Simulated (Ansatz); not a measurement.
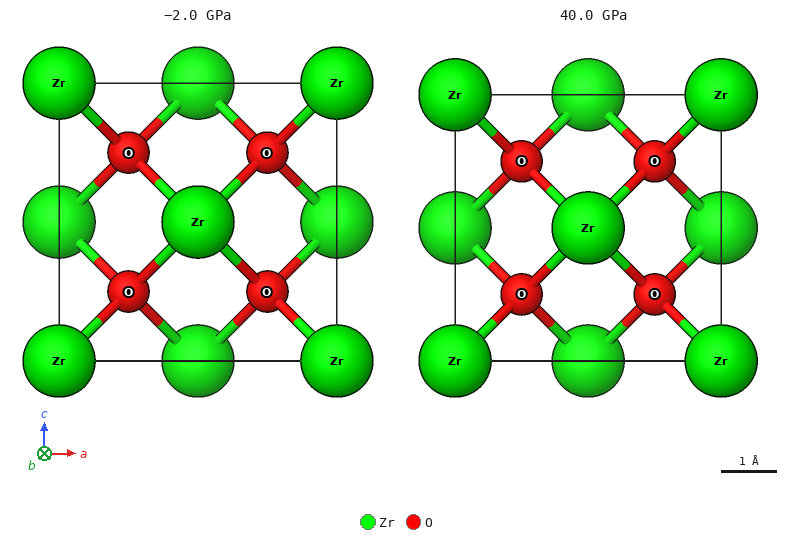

A crystal of ZrO2 (set up in Fm-3m), relaxed (cell and atoms) at several target pressures. The picture shows the first and the last member. Style: ball-and-stick. Shown: the conventional cell (4 times the calculation's cell), along the b axis. Lengths and directions refer to the drawn axes.

Computed with Ansatz 0.2.0: DFT r2SCAN, scalar-relativistic, plane waves, PAW. Set-up: plane-wave cutoff 500 eV; k-point mesh 8 × 8 × 8; occupations gaussian; smearing width 0.02 eV; no spin polarisation; cell and atoms relaxed; force threshold 0.008 eV/Å.

| pressure (GPa) | volume (Å³/atom) | a (Å) | band gap (eV) |
| --- | --- | --- | --- |
| −2.0 | 11.072 | 5.103 | 3.86 |
| 0.0 | 10.984 | 5.089 | 3.89 |
| 2.0 | 10.902 | 5.076 | 3.91 |
| 5.0 | 10.780 | 5.057 | 3.95 |
| 10.0 | 10.597 | 5.029 | 4.00 |
| 20.0 | ? | ? | ? |
| 40.0 | 9.732 | 4.888 | 4.25 |

Question: Fill in the missing row.

Answer: Murnaghan's form V = V₀(1 + B′P/B₀)^(−1/B′), with V₀ = 10.984 Å³ from the row at zero pressure, fits the other rows with B₀ = 259 GPa and B′ = 3.88 (largest miss 0.002 Å³). At 20.0 GPa it gives 10.984 × (1 + 3.88 × 20.0/259)^(−1/3.88) = 10.267 Å³ per atom. The calculation gives 10.267 Å³/atom (a = 4.976 Å). The estimate is right to the digits shown. For the gap a parabola through the rows 2.0, 5.0, 10.0 gives 4.04 eV, and the calculation 4.09 eV (semilocal gaps, lower than measured ones as a rule). From the first member to the last: Zr–Zr 3.608 → 3.456 Å, O–Zr 2.210 → 2.117 Å.

The whole series:

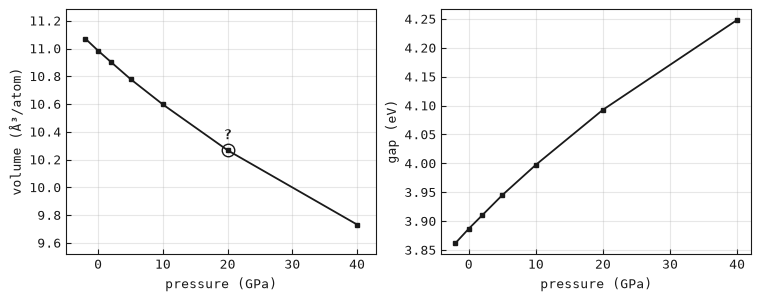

Each member starts from this one structure; whether another phase lies lower wasn't checked.
